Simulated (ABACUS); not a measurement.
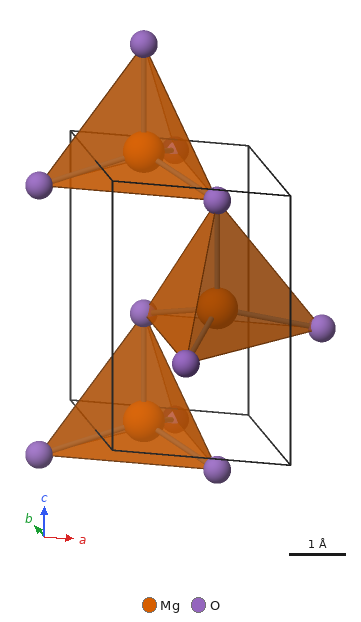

Figure 1. The structure as given in the input (polyhedral view of the cell of the calculation, seen slightly off an axis; polyhedra are completed across the faces of the cell).

**Run report: MgO, single-point calculation at one volume of an equation of state (part 1 of 2)**

- system: MgO (P6₃mc, 4 atoms in the cell)
- method: Kohn-Sham DFT of a periodic cell, PBE, PseudoDojo NC SR 0.4.1 PBE standard, no spin polarisation (ABACUS 3.10.1)

The structure derives from a Materials Project entry. It belongs to a series of runs on one base structure; here: volume scaled by 1.06.

Output
```
ABACUS v3.10.1

               Atomic-orbital Based Ab-initio Computation at UStc

 ------------------------------------------------------------------------------------

 READING GENERAL INFORMATION
                           global_out_dir = OUT.MgO/
                           global_in_card = INPUT
                               pseudo_dir = ./
                              orbital_dir =
                                    DSIZE = 4
                                    GSIZE = 1

 READING UNITCELL INFORMATION
                                    ntype = 2
                  lattice constant (Bohr) = 1.88973
              lattice constant (Angstrom) = 1

 READING ATOM TYPE 1
                               atom label = Mg
                      L=0, number of zeta = 1
                      L=1, number of zeta = 1
                      L=2, number of zeta = 1
             number of atom for this type = 2

 READING ATOM TYPE 2
                               atom label = O
                      L=0, number of zeta = 1
                      L=1, number of zeta = 1
                      L=2, number of zeta = 1
             number of atom for this type = 2

                        TOTAL ATOM NUMBER = 4
DIRECT COORDINATES
    atom                   x                   y                   z     mag                  vx                  vy                  vz
taud_Mg1            0.6666666667        0.3333333333        0.5021597400  0.0000        0.0000000000        0.0000000000        0.0000000000
taud_Mg2            0.3333333333        0.6666666667        0.0021597400  0.0000        0.0000000000        0.0000000000        0.0000000000
taud_O1            0.6666666667        0.3333333333        0.9024402600  0.0000        0.0000000000        0.0000000000        0.0000000000
taud_O2            0.3333333333        0.6666666667        0.4024402600  0.0000        0.0000000000        0.0000000000        0.0000000000

                          Volume (Bohr^3) = 337.745
                             Volume (A^3) = 50.0486

 Lattice vectors: (Cartesian coordinate: in unit of a_0)
             +3.37266                  +0                  +0
             -1.68633            +2.92081                  +0
                   +0                  +0            +5.08061
 Reciprocal vectors: (Cartesian coordinate: in unit of 2 pi/a_0)
            +0.296502           +0.171185                  -0
                   -0           +0.342371                  -0
                   +0                  -0           +0.196827
 The esolver type has been set to : ksdft_pw

                PAO radial cut off (Bohr) = 10

 Read in pseudopotential file is Mg.upf
                     pseudopotential type = NC
          exchange-correlation functional = PBE
                 nonlocal core correction = 0
                        valence electrons = 10
                                     lmax = 1
                           number of zeta = 3
                     number of projectors = 4
                           L of projector = 0
                           L of projector = 0
                           L of projector = 1
                           L of projector = 1
                PAO radial cut off (Bohr) = 10

 Read in pseudopotential file is O.upf
                     pseudopotential type = NC
          exchange-correlation functional = PBE
                 nonlocal core correction = 1
                        valence electrons = 6
                                     lmax = 2
                           number of zeta = 2
                     number of projectors = 5
                           L of projector = 0
                           L of projector = 0
                           L of projector = 1
                           L of projector = 1
                           L of projector = 2
     initial pseudo atomic orbital number = 18

 SETUP THE ELECTRONS NUMBER
            electron number of element Mg = 10
      total electron number of element Mg = 20
             electron number of element O = 6
       total electron number of element O = 12
            AUTOSET number of electrons:  = 32
                           occupied bands = 16
                                   NBANDS = 20
                                   NLOCAL = 36

%%%%%%%%%%%%%%%%%%%%%%%%%%%%%%%%%%%%%%%%%%%%%%%%%%%%%%%%%%%%%%%%%%%%%%%%%%%%%%%%%%%%%%%%%%%%%%%%%%%%%%%%%%
 Warning: the number of valence electrons in pseudopotential > 2 for Mg: [Ne] 3s2
 Pseudopotentials with additional electrons can yield (more) accurate outcomes, but may be less efficient.
 If you're confident that your chosen pseudopotential is appropriate, you can safely ignore this warning.
%%%%%%%%%%%%%%%%%%%%%%%%%%%%%%%%%%%%%%%%%%%%%%%%%%%%%%%%%%%%%%%%%%%%%%%%%%%%%%%%%%%%%%%%%%%%%%%%%%%%%%%%%%

 SETUP THE PLANE WAVE BASIS
 energy cutoff for charge/potential (unit:Ry) = 336
            fft grid for charge/potential = [ 40, 40, 60 ]
                        fft grid division = [ 1, 1, 1 ]
        big fft grid for charge/potential = [ 40, 40, 60 ]
                                     nbxx = 96000
                                     nrxx = 96000

 SETUP PLANE WAVES FOR CHARGE/POTENTIAL
                    number of plane waves = 35235
                         number of sticks = 955

 PARALLEL PW FOR CHARGE/POTENTIAL
     PROC   COLUMNS(POT)             PW
        1            955          35235
 --------------- sum -------------------
        1            955          35235
                            number of |g| = 1668
                                  max |g| = 30.383
                                  min |g| = 0

----------- Double Check Mixing Parameters Begin ------------
mixing_type: broyden
mixing_beta: 0.7
mixing_gg0: 1
mixing_gg0_min: 0.1
mixing_ndim: 8
----------- Double Check Mixing Parameters End ------------

 LATTICE VECTORS: (CARTESIAN COORDINATE: IN UNIT OF A0)
             +3.37266                  +0                  +0
             -1.68633            +2.92081                  +0
                   +0                  +0            +5.08061
                       right hand lattice = 1
                                   NORM_A = 3.37266
                                   NORM_B = 3.37266
                                   NORM_C = 5.08061
                           ALPHA (DEGREE) = 90
                           BETA  (DEGREE) = 90
                           GAMMA (DEGREE) = 120

 The lattice vectors have been changed (STRU_SIMPLE.cif)

(for optimal symmetric configuration:)
                             BRAVAIS TYPE = 4
                     BRAVAIS LATTICE NAME = 04. Hexagonal cell
                                    ibrav = 4
                                    IBRAV = 4
                                  BRAVAIS = HEXAGONAL CELL
                       LATTICE CONSTANT A = 3.37266
                                C/A RATIO = 1.50641
Original cell was already a primitive cell.
                        ROTATION MATRICES = 24
              PURE POINT GROUP OPERATIONS = 6
                   SPACE GROUP OPERATIONS = 12
                                       C2 = 0
                                       C3 = 2
                                       C4 = 0
                                       C6 = 0
                                       S1 = 3
                                       S3 = 0
                                       S4 = 0
                                       S6 = 0
                              POINT GROUP = C_3v
                                       C2 = 1
                                       C3 = 2
                                       C4 = 0
                                       C6 = 2
                                       S1 = 6
                                       S3 = 0
                                       S4 = 0
                                       S6 = 0
               POINT GROUP IN SPACE GROUP = C_6v

 SETUP K-POINTS
                                    nspin = 1
                   Input type of k points = Monkhorst-Pack(Gamma)
                                   nkstot = 486
                       right hand lattice = 1
(for reciprocal lattice: )
                             BRAVAIS TYPE = 4
                     BRAVAIS LATTICE NAME = 04. Hexagonal cell
                                    ibrav = 4
                       right hand lattice = 1
(for k-lattice: )
                             BRAVAIS TYPE = 4
                     BRAVAIS LATTICE NAME = 04. Hexagonal cell
                                    ibrav = 4
                       right hand lattice = 1
                        ROTATION MATRICES = 24
                               nkstot_ibz = 48
K-POINTS REDUCTION ACCORDING TO SYMMETRY
     IBZ    DIRECT_X    DIRECT_Y    DIRECT_Z  WEIGHT  ibz2bz
       1  0.00000000  0.00000000  0.00000000  0.0021       0
       2 -0.11111111  0.11111111  0.00000000  0.0123       1
       3 -0.22222222  0.22222222  0.00000000  0.0123       2
       4 -0.33333333  0.33333333  0.00000000  0.0123       3
       5 -0.44444444  0.44444444  0.00000000  0.0123       4
       6 -0.11111111  0.22222222  0.00000000  0.0123      10
       7 -0.22222222  0.33333333  0.00000000  0.0247      11
       8 -0.33333333  0.44444444  0.00000000  0.0247      12
       9  0.44444444  0.44444444  0.00000000  0.0123      13
      10 -0.22222222  0.44444444  0.00000000  0.0123      20
      11  0.44444444  0.33333333  0.00000000  0.0247      21
      12  0.33333333  0.33333333  0.00000000  0.0041      30
      13  0.00000000  0.00000000  0.16666667  0.0041      81
      14 -0.11111111  0.11111111  0.16666667  0.0247      82
      15 -0.22222222  0.22222222  0.16666667  0.0247      83
      16 -0.33333333  0.33333333  0.16666667  0.0247      84
      17 -0.44444444  0.44444444  0.16666667  0.0247      85
      18 -0.11111111  0.22222222  0.16666667  0.0247      91
      19 -0.22222222  0.33333333  0.16666667  0.0494      92
      20 -0.33333333  0.44444444  0.16666667  0.0494      93
      21  0.44444444  0.44444444  0.16666667  0.0247      94
      22 -0.22222222  0.44444444  0.16666667  0.0247     101
      23  0.44444444  0.33333333  0.16666667  0.0494     102
      24  0.33333333  0.33333333  0.16666667  0.0082     111
      25  0.00000000  0.00000000  0.33333333  0.0041     162
      26 -0.11111111  0.11111111  0.33333333  0.0247     163
      27 -0.22222222  0.22222222  0.33333333  0.0247     164
      28 -0.33333333  0.33333333  0.33333333  0.0247     165
      29 -0.44444444  0.44444444  0.33333333  0.0247     166
      30 -0.11111111  0.22222222  0.33333333  0.0247     172
[... 18 further k points ...]

                               nkstot now = 48
[... K-POINTS DIRECT COORDINATES: 48 rows ...]

           k-point number in this process = 12
       minimum distributed K point number = 12
[... stars of the k points ...]

[... K-POINTS CARTESIAN COORDINATES: 12 rows ...]

[... K-POINTS DIRECT COORDINATES: 12 rows ...]

 SETUP PLANE WAVES FOR WAVE FUNCTIONS
     energy cutoff for wavefunc (unit:Ry) = 84
              fft grid for wave functions = [ 40, 40, 60 ]
                    number of plane waves = 5785
                         number of sticks = 283

 PARALLEL PW FOR WAVE FUNCTIONS
     PROC   COLUMNS(POT)             PW
        1            283           5785
 --------------- sum -------------------
        1            283           5785

 SETUP NONLOCAL PSEUDOPOTENTIALS IN PLANE WAVE BASIS
 Mg non-local projectors:
 projector 1 L=0
 projector 2 L=0
 projector 3 L=1
 projector 4 L=1
 O non-local projectors:
 projector 1 L=0
 projector 2 L=0
 projector 3 L=1
 projector 4 L=1
 projector 5 L=2
      TOTAL NUMBER OF NONLOCAL PROJECTORS = 42

 Init Non-Local PseudoPotential table :
 Init Non-Local-Pseudopotential done.

                                     npwx = 4397

 Make real space PAO into reciprocal space.
       max mesh points in Pseudopotential = 1001
     dq(describe PAO in reciprocal space) = 0.01
                                    max q = 1104

 number of pseudo atomic orbitals for Mg is 3
WARNING: norm of atomic wavefunction # 3 of atomic type Mg is 0.9998, renormalized

 number of pseudo atomic orbitals for O is 2

 -------------------------------------------
 SELF-CONSISTENT
 -------------------------------------------
                                 init_chg = atomic

 PW ALGORITHM --------------- ION=   1  ELEC=   1--------------------------------

 Density error is 1.10048969383
                          Error Threshold = 0.01
----------------------------------------------------------
     Energy           Rydberg                 eV
----------------------------------------------------------
 E_KohnSham     -303.7372518372      -4132.5573198468
 E_Harris       -299.1782665502      -4070.5291428455
 E_Fermi        0.1664154412         2.2641982357
----------------------------------------------------------

 PW ALGORITHM --------------- ION=   1  ELEC=   2--------------------------------

 Density error is 0.826924756741
                          Error Threshold = 0.00343903029323
----------------------------------------------------------
     Energy           Rydberg                 eV
----------------------------------------------------------
 E_KohnSham     -304.0209800136      -4136.4176397288
 E_Harris       -308.7913145640      -4201.3213709815
 E_Fermi        0.5400892260         7.3482909019
----------------------------------------------------------

 PW ALGORITHM --------------- ION=   1  ELEC=   3--------------------------------

 Density error is 0.0091687433443
                          Error Threshold = 0.00258413986481
----------------------------------------------------------
     Energy           Rydberg                 eV
----------------------------------------------------------
 E_KohnSham     -304.1821338884      -4138.6102506807
 E_Harris       -303.8138323607      -4133.5992513220
 E_Fermi        0.4645099538         6.3199821488
```
